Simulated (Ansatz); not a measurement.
Geometry relaxation, with input and output: Co (part 3 of 3)

The same run, continued: Co (slab, 4 atoms in the cell); DFT PBEsol, scalar-relativistic, plane waves, PAW, spin-polarised (Ansatz 0.2.0); cutoff 420 eV, 12×12×1 k-mesh, Gaussian smearing of 0.1 eV, collinear spins. The structure derives from an entry of the Crystallography Open Database. The input holds or restrains some coordinates. Forces given for the steps count only the free coordinates. It belongs to a series of runs on one base structure; here: clean slab, lower half held.

Geometry of the input (Å; fractional positions):
```
2.4564  0.0000  0.0000
-1.2282  2.1273  0.0000
0.0000  0.0000  22.9541
Co 0.6667  0.3333  0.3703
Co 0.3333  0.6667  0.4568
Co 0.6667  0.3333  0.5432
Co 0.3333  0.6667  0.6297
```

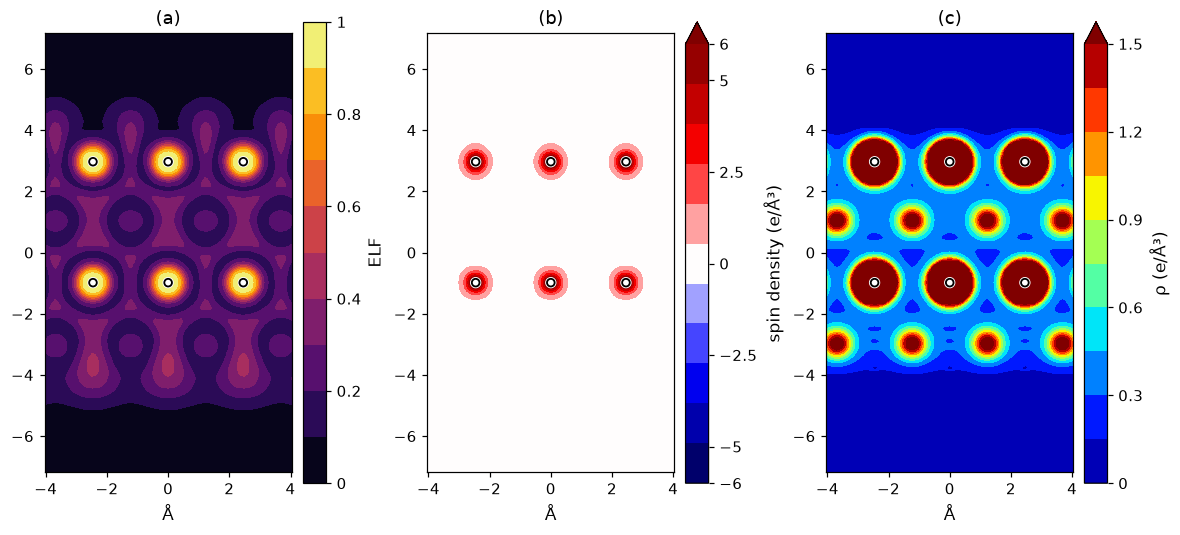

Figure 1. (a) ELF; (b) spin density (up minus down); (c) valence charge density (pseudo) on the (100) plane of the calculation cell, a cut from vacuum to vacuum. Circles mark the nuclei in the plane (Co). Atoms in the plane: Co. Co–Co (2.46 Å): the density is about 0.38 e/Å³ at the midpoint; the ELF is about 0.25 at the midpoint; no localised pair between them. The density dies away to nearly zero in the vacuum. The strong features right at Co lie inside the PAW spheres (semicore, d or f shells) and say nothing about bonding. The cell of the calculation (4 atoms) carries 6.7 μB net. In a PAW calculation such maps are meaningful between the atoms, not at the nuclei.

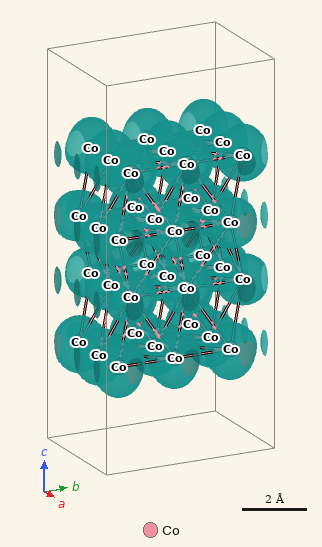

Figure 2. Isosurface of the magnetisation density (up minus down) at +0.1 e/Å³ (teal), seen slightly off an axis. Sticks mark near contacts. The cell of the calculation (4 atoms) carries 6.7 μB net.

## Key numbers

- outcome: converged under the restraints of the input
- electrons treated: 68
- free energy: −20370.3053 eV
- work function, top face: 5.12 eV
- work function, bottom face: 5.16 eV
- Fermi energy: 3.514 eV
- gap on the k-point mesh: none (metallic)
- net moment of the cell: 6.73 μB
- integrated absolute moment: 7.28 μB
- final volume: 119.95 Å³
- work function (upper face): 5.12 eV
- largest force (length of the vector) at the end, held atoms and coordinates included: 0.432 eV/Å
- hardware: 2 threads of AMD EPYC (Zen 3), 32 GiB of memory available, shared host
- wall time: 50 s (CPU time 98 s)
- peak memory: 0.49 GiB

## Notes

Warnings of the run: the exchange-correlation potential is rough where the density is thin.
